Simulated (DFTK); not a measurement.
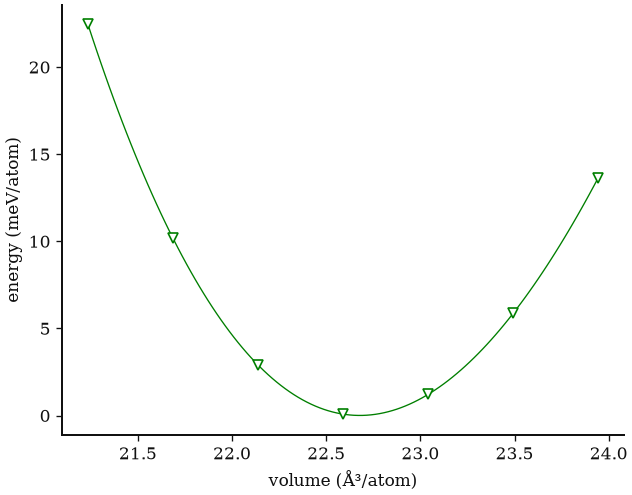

Plotted: energy against volume.

Calculation (DFTK 0.8.2): plane-wave DFT, no spin polarisation; energies at scaled volumes of the given cell, shape and fractions fixed, counted from the fit's minimum, third-order Birch-Murnaghan fit. Level: PBEsol.

### For which of these solids was it computed?
A. Li₂S, Fm-3m (No. 225)
B. GaAs, F-43m (No. 216)
C. Mo, Im-3m (No. 229)

B, GaAs: energy from 0.06 meV/atom to 22.47 meV/atom, V0 22.68 Å³/atom, B0 68.8 GPa. The others give: Mo, energy from 1 meV/atom to 106 meV/atom, V0 15.37 Å³/atom, B0 284 GPa; Li₂S, energy from 0.01 meV/atom to 10.99 meV/atom, V0 15.07 Å³/atom, B0 42.2 GPa.
